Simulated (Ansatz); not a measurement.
**Geometry relaxation, with input and output: Ga**

System: Ga (2 atoms in the cell).
Method: DFT, PBE, all-electron LAPW, scalar-relativistic, no spin polarisation (Ansatz 0.2.0).

It belongs to a series of runs on one base structure; here: diamond relaxed, LAPW. Figures and captions count atoms from 1; the log counts them from 0 in places.

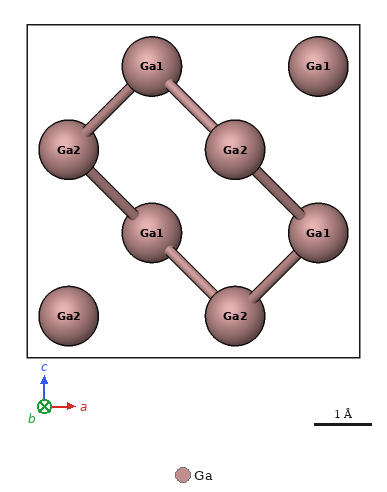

The starting structure (ball-and-stick view of the cell 4 times as large as that of the calculation, set on its symmetry axes, along the b axis; atoms are numbered from 1 in the order of the input).

## Key numbers

| quantity | value |
| --- | --- |
| outcome | converged |
| space group (tolerance 0.01 Å) | Fd-3m (227) |
| electrons in bands (core shells apart) | 42 |
| free energy | −105799.1400 eV |
| Fermi energy | 7.193 eV |
| pressure | 0.01 GPa |
| final volume | 50.78 Å³ |
| largest force (length of the vector) at the end | under 0.001 eV/Å |
| final cell | a = 4.157 Å, b = 4.157 Å, c = 4.157 Å, α = 60.00°, β = 60.00°, γ = 60.00° |
| hardware | 1 thread of Arm Neoverse V1, 24 GiB of memory available, shared host |
| wall time | 46 s |
| peak memory | 0.46 GiB |

## Input
```yaml
crystal:
  lattice:
    - [0.0, 2.9392041338, 2.9392041338]
    - [2.9392041338, 0.0, 2.9392041338]
    - [2.9392041338, 2.9392041338, 0.0]
  atoms:
    - { symbol: Ga, position: [-0.125, -0.125, -0.125] }
    - { symbol: Ga, position: [0.125, 0.125, 0.125] }
kpoints:
  mp_grid: { grid: [12, 12, 12] }
scf:
  occupations: { method: fermi_dirac, width: 0.05 }
hamiltonian:
  xc: pbe
  pseudopotentials: { kind: all_electron, lapw: { basis_error: 0.0005 } }
output:
  forces: true
  stress: true
  eigenvalues: true
  populations: true
relax:
  f_tol: 0.005
  max_steps: 25
  cell: {}
```

Run as:
```bash
ansatz run input.yaml --threads 1 --pin off --max-ram 3072MiB --backend cpu --events-out ev --progress --plain --runs-dir out
```

## The program's output
```
The last accepted step is kept in [file] (removed where the run ends without a failure and the disk answers)
Ga: projections on atomic orbitals take those of the free atom 1s2 2s2 2p6 3s2 3p6 3d10 4s2 4p1, of charge +0.00 (hamiltonian.pseudopotentials.projection_atoms)
LAPW: plane waves up to 9.451 Å⁻¹, error target 5.0e-4 eV per atom; small_component_spin mean_spin; Ga in spheres of 1.235 Å, 21 of its electrons in bands, Dirac shells [] (how accurate: hamiltonian.pseudopotentials.lapw.basis_error, Limitations)
Engine: ansatz 0.2.0, aarch64-unknown-linux-gnu
Pseudopotentials: kind: all_electron
Pseudopotential: Ga, LAPW, valence charge 21, lapw/all_electron/scalar/gaussian/Ga, Koelling and Harmon's equation, gaussian nucleus
Functional definition: PBE
  parameter kappa = 0.804
  parameter beta = 0.06672455060314922
  exchange = pbe_x(kappa = kappa, mu = beta*pi^2/3)
  correlation = pbe_c(beta = beta)
Crystal: 2 atoms, lattice volume = 50.783 Å³
Basis set: ecut = 340.29931199145375 eV, 725 PW (Γ), exchange–correlation at level 2
Bands: 26, of which v1, the nominal top of the filled ones, is band 21 counted from 1 (20 counted from 0)
Symmetry: 48 space group operations
Space group: Fd-3m (ITA 227), of the structure as read, at distance tolerance 3.7e-5 Å
k-points: 72 of 1728
Non-local potential: Ga, projectors of the file, none
Initial density: superposition of atomic densities (chi_scale 0.1, normalization cell)
Initial wavefunctions: plane waves of lowest kinetic energy (no species holds an atomic orbital)
Functional: x = pbe(κ = 0.804, μ = 0.2195149727645171), c = pbe(β = 0.06672455060314922)
iter 1 solved again at ethr=1.37e-4 eV; its pass at ethr=1.00e-1 eV (dr2=5.74e-2 eV) is discarded
SCF iter   1: F=—  HF=-105799.163100 eV  |F-HF|=—  |Δ(HF+E_count)|=         —  Δρ=1.32e-2  dr2=5.83e-2  ethr=1.37e-4  ⟨swp⟩=3.0  Hψ=12173  notcnv=0
preconditioner: auto → LDOS  [metal: Δε(μ)=0.003 eV  Ē_g=16.945 eV  σ=0.050 eV  W_gap=0.01  n_scr=14 (ndim 8)  ℏωp=26.6 eV  f_vac=0.142  D(μ)=1.27/eV (n_scr^D=8)  β→1.0]
SCF iter   2: F=—  HF=-105799.256322 eV  |F-HF|=—  |Δ(HF+E_count)|=   9.32e-2  Δρ=4.33e-3  dr2=1.73e-2  ethr=1.37e-4  ⟨swp⟩=3.0  Hψ=5910  notcnv=0
SCF iter   3: F=—  HF=-105799.139112 eV  |F-HF|=—  |Δ(HF+E_count)|=   1.17e-1  Δρ=3.46e-3  dr2=6.67e-3  ethr=4.12e-5  ⟨swp⟩=3.0  Hψ=6095  notcnv=0
SCF iter   4: F=—  HF=-105799.139963 eV  |F-HF|=—  |Δ(HF+E_count)|=   8.51e-4  Δρ=1.06e-3  dr2=8.70e-4  ethr=1.59e-5  ⟨swp⟩=2.0  Hψ=5258  notcnv=0
iter 5 solved again at ethr=7.08e-8 eV; its pass at ethr=2.07e-6 eV (dr2=2.97e-5 eV) is discarded
SCF iter   5: F=—  HF=-105799.140045 eV  |F-HF|=—  |Δ(HF+E_count)|=   8.18e-5  Δρ=1.72e-4  dr2=2.96e-5  ethr=7.08e-8  ⟨swp⟩=2.0  Hψ=9085  notcnv=0
SCF iter   6: F=—  HF=-105799.140044 eV  |F-HF|=—  |Δ(HF+E_count)|=   6.74e-7  Δρ=2.72e-5  dr2=3.96e-7  ethr=7.06e-8  ⟨swp⟩=3.0  Hψ=5482  notcnv=0
SCF iter   7: F=-105799.140044 eV  HF=-105799.140044 eV  |F-HF|=2.88e-9  |Δ(HF+E_count)|=   1.72e-7  Δρ=2.17e-6  dr2=1.19e-9  ethr=9.44e-10  ⟨swp⟩=3.0  Hψ=5482  notcnv=0
SCF 1 converged in 7 iterations: F = -105799.140044 eV  dr2 = 1.19e-9
relax step   1: F+E_penalty+E_count = -105799.14004437 eV  Δ(F+E_penalty+E_count) = +0.000e0 eV  max|allowed force component| = 4.626e-18 eV/Å  Δτ_max = 0.0000 Å  P = +0.010 GPa  Ω = 50.783 Å³  (7 SCF iters, accepted)
Initial density: handed on by an earlier stage of this run
Initial wavefunctions: those handed on with the density
iter 1 solved again at ethr=2.85e-12 eV; its pass at ethr=1.00e-1 eV (dr2=1.20e-9 eV) is discarded
SCF iter   1: F=—  HF=-105799.140044 eV  |F-HF|=—  |Δ(HF+E_count)|=         —  Δρ=2.15e-6  dr2=1.19e-9  ethr=2.85e-12  ⟨swp⟩=5.9  Hψ=9306  notcnv=0
preconditioner: auto → LDOS  [metal: Δε(μ)=0.084 eV  Ē_g=17.306 eV  σ=0.050 eV  W_gap=0.35  n_scr=14 (ndim 8)  ℏωp=26.6 eV  f_vac=0.182  D(μ)=1.28/eV (n_scr^D=8)  β→1.0]
iter 2 solved again at ethr=1.00e-12 eV; its pass at ethr=2.84e-12 eV (dr2=5.67e-11 eV) is discarded
SCF iter   2: F=-105799.140044 eV  HF=-105799.140044 eV  |F-HF|=7.42e-10  |Δ(HF+E_count)|=   1.69e-9  Δρ=4.24e-7  dr2=5.67e-11  ethr=1.63e-12 (applied; sched 1.00e-12)  ⟨swp⟩=2.0  Hψ=9306  notcnv=0
SCF 2 converged in 2 iterations: F = -105799.140044 eV  dr2 = 5.67e-11
relax step   2: F+E_penalty+E_count = -105799.14004437 eV  Δ(F+E_penalty+E_count) = +1.746e-10 eV  max|allowed force component| = 1.388e-17 eV/Å  Δτ_max = 0.0000 Å  P = +0.010 GPa  Ω = 50.783 Å³  stress off target by 9.92e-3 GPa  SCF on the basis re-selected at this cell (its energy is not comparable with the rows above)  (2 SCF iters)
```

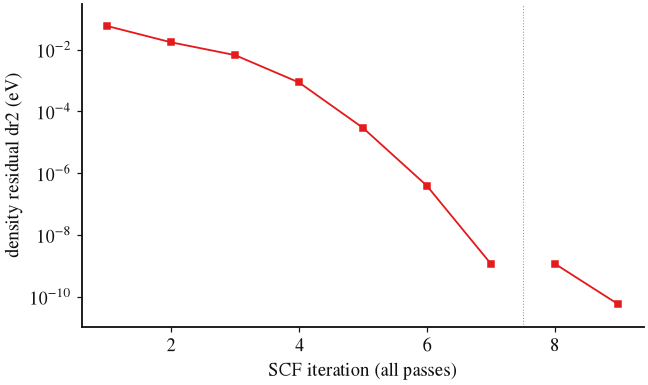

Convergence of the self-consistent field: density residual dr2 against the SCF iteration. The dotted lines part the SCF passes of the relaxation: geometry steps, rejected trials and re-solves on a re-selected basis. The passes take 7 and 2 iterations.

```
basis re-selected at this cell: Δ(F+E_penalty+E_count) = +1.746e-10 eV, ΔP = -0.000 GPa vs the last step (what re-selecting the basis moved, after the strain that the cell walked since its last selection, with what the two solves' SCF thresholds leave and, on support functions, any second-order correction that the steps lacked; it is no measure of the basis error at this ecutwfc). This SCF's stress stands 9.92e-3 GPa from its target on what of the cell is left free (relax.cell.stress_tol is 5.00e-2 GPa) and its largest allowed force component is 1.39e-17 eV/Å (relax.f_tol is 5.00e-3 eV/Å): within both
SCF converged after 2 iterations
Free energy (F): -105799.140044 eV
Harris-Foulkes:  -105799.140044 eV  (|F-HF|=7.42e-10)
Internal energy: -105799.129615 eV  (E = F + TS)
E sigma→0 (E₀):  -105799.134829 eV
Entropy (-TS):   -0.010430 eV (-5.215 meV/atom)
Fermi energy:    7.193144 eV
--- Per-component energies (eV) ---
  E_band       = -1715.113876
  E_kinetic    = 107879.796725
  E_xc         = -4117.391292
  E_electrostatic = -209561.535048  (all electrons and nuclei)
  E_smearing   = -0.010430  (= −TS)
  E_closure    = 0.000000  (closes the sum)
  E_atoms      = -105793.889118  (free atoms, spherical and without spin; not in F)
  Σ components = -105799.140044   (vs F -105799.140044, Δ=0.00e0)
  Basis errors (estimates in eV, not in F): energy 2.1e-4 per atom: plane waves 2.0e-4 (1.2e-4 summed), levels above the bands 1.5e-69, relativity 1.4e-8, radial functions 1.1e-5, core shells 1.7e-11; eigenvalues (radial functions only) 1.6e-7; not estimated: angular momenta, meshes, grids; target (lapw.basis_error) 5.0e-4; muffin-tin radii Ga 1.235 Å
--- Forces (eV/Å), atoms counted from 1 ---
  atom   1  Ga     0.00000000     0.00000000    -0.00000000
  atom   2  Ga     0.00000000    -0.00000000     0.00000000
  max |Σ_I F_I| component: 3.70e-17 eV/Å
--- Stress (GPa, compression-positive) ---
        0.009923      -0.000000      -0.000000
       -0.000000       0.009923       0.000000
       -0.000000       0.000000       0.009923
  P = ⅓ Tr σ = 0.0099 GPa (0.099 kbar)
--- Band table (eV; the first three rows and the last of 72) ---
  k-point 0: bands = ["-136.2373", "-136.2347", "-86.9700", "-86.9700", "-86.9700", "-86.9597", "-86.9597", "-86.9597", "-7.5254", "-7.5254", "-7.5254", "-7.4851", "-7.4851", "-7.1794", "-7.1794", "-7.1794", "-7.1281", "-7.1281", "-2.1097", "9.9341", "9.9341", "9.9341", "10.5965", "11.9748", "11.9748", "11.9748"]
  k-point 1: bands = ["-136.2373", "-136.2347", "-86.9701", "-86.9701", "-86.9699", "-86.9598", "-86.9597", "-86.9597", "-7.5330", "-7.5330", "-7.5241", "-7.4747", "-7.4747", "-7.1842", "-7.1842", "-7.1819", "-7.1244", "-7.1244", "-2.0264", "8.6614", "9.7450", "9.7450", "11.0779", "12.2151", "12.2151", "12.4909"]
  k-point 2: bands = ["-136.2372", "-136.2348", "-86.9702", "-86.9702", "-86.9697", "-86.9600", "-86.9596", "-86.9596", "-7.5445", "-7.5445", "-7.5205", "-7.4559", "-7.4559", "-7.1940", "-7.1940", "-7.1890", "-7.1172", "-7.1172", "-1.7787", "7.0488", "9.3661", "9.3661", "10.8529", "12.6833", "12.6833", "13.7543"]
  k-point 71: bands = ["-136.2360", "-136.2360", "-86.9714", "-86.9714", "-86.9649", "-86.9649", "-86.9584", "-86.9584", "-7.5922", "-7.5922", "-7.4031", "-7.4031", "-7.3207", "-7.3207", "-7.2690", "-7.2690", "-7.0641", "-7.0641", "1.8478", "1.8478", "5.7800", "5.7800", "13.7022", "13.7022", "13.7873", "13.7873"]
--- Relaxed structure (1 steps of the walk, 1 accepted, 1 SCFs on fresh bases) ---
  F+E_penalty+E_count = -105799.14004437 eV   max|allowed force component| = 1.388e-17 eV/Å   (the final SCF, on the basis selected at the relaxed cell)
  cell:  # Å, volume = 50.7831 Å³
    - [0.0, 2.9392041338, 2.9392041338]
    - [2.9392041338, 0.0, 2.9392041338]
    - [2.9392041338, 2.9392041338, 0.0]
  atoms:
    - { symbol: Ga, position: [-0.125, -0.125, -0.125] }
    - { symbol: Ga, position: [0.125, 0.125, 0.125] }
--- Löwdin populations: 2 sites ---
  site symbol       q [e]
     0     Ga     30.9816
     1     Ga     30.9816
  spilling = 0.000594 (of n_electrons = 62.000000)
```

## File populations.tsv
```
# site	symbol	l	j	q
# orbitals = lowdin
# n_electrons = 62.000000
# spilling = 0.000594
# projection_atom_Ga: 1s2 2s2 2p6 3s2 3p6 3d10 4s2 4p1
0	Ga	0_1S	-	1.999984
0	Ga	0_2S	-	1.999214
0	Ga	0_3S	-	1.982062
0	Ga	0_4S	-	1.175825
0	Ga	1_2P	-	5.999988
0	Ga	1_3P	-	5.995312
0	Ga	1_4P	-	1.842341
0	Ga	2_3D	-	9.986847
1	Ga	0_1S	-	1.999984
1	Ga	0_2S	-	1.999214
1	Ga	0_3S	-	1.982062
1	Ga	0_4S	-	1.175825
1	Ga	1_2P	-	5.999988
1	Ga	1_3P	-	5.995312
1	Ga	1_4P	-	1.842341
1	Ga	2_3D	-	9.986847
```

## Trajectory as extended XYZ (Å, eV, eV/Å), 2 frames, from step=1 to step=2
```
2
Lattice="0.0000 2.9392 2.9392 2.9392 0.0000 2.9392 2.9392 2.9392 0.0000" Properties=species:S:1:pos:R:3:forces:R:3 step=1 energy=-105799.14004 pressure_GPa=0.01
Ga   -0.7348   -0.7348   -0.7348    0.0000   0.0000   0.0000
Ga    0.7348    0.7348    0.7348    0.0000   0.0000   0.0000
2
Lattice="0.0000 2.9392 2.9392 2.9392 0.0000 2.9392 2.9392 2.9392 0.0000" Properties=species:S:1:pos:R:3:forces:R:3 step=2 energy=-105799.14004 pressure_GPa=0.01
Ga   -0.7348   -0.7348   -0.7348    0.0000   0.0000   0.0000
Ga    0.7348    0.7348    0.7348    0.0000   0.0000   0.0000
```
